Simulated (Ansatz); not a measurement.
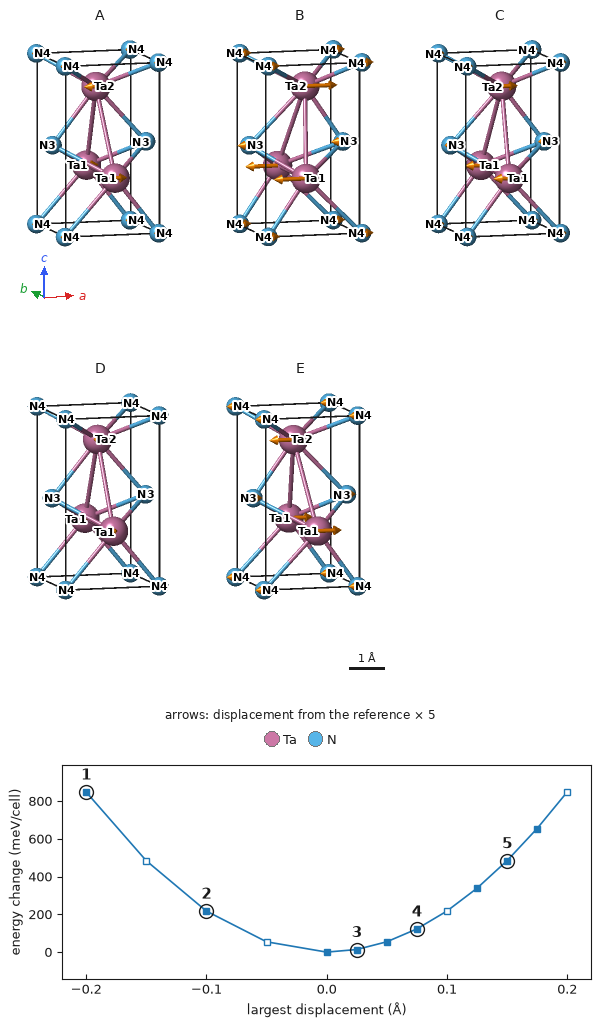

Solid TaN (P-6m2): a normal mode of wave vector (0, 1/2, 0) of the primitive cell, folded into a doubled cell, is frozen in with the cell fixed, the amplitude being the largest displacement of an atom. The frames are shuffled; the numbered points of the plot belong to them. Hollow markers are points alike by symmetry, not computed again. A ball-and-stick model of the cell of the calculation, seen slightly off an axis. Orange arrows: displacements from the reference.

Theory: DFT PBEsol, scalar-relativistic, plane waves, PAW in Ansatz 0.2.0. (plane-wave cutoff 420 eV; k-point mesh 20 × 20 × 12; occupations gaussian; smearing width 0.15 eV; no spin polarisation). Energies (free energies at the smearing named) are counted from the relaxed crystal.

### Which frame belongs to which numbered point?

Point 1 is frame B (the amplitude −0.20 Å, 848 meV/cell); 2 is frame C (the amplitude −0.10 Å, 217 meV/cell); 3 is frame D (the amplitude 0.025 Å, 14 meV/cell); 4 is frame A (the amplitude 0.075 Å, 123 meV/cell); 5 is frame E (the amplitude 0.15 Å, 484 meV/cell). The harmonic wavenumber of the mode is 181 cm⁻¹, a stable vibration. Of the computed points the lowest is at the amplitude 0.00 Å, 0 meV/cell. At the ends of the scan the energy is 848 meV/cell (−0.20 Å) and 848 meV/cell (0.20 Å). The well is symmetric. At the highest point the shortest interatomic distance is 2.05 Å, against 2.22 Å in the reference. The distortion takes the space group from P-6m2 to Pmn2_1.
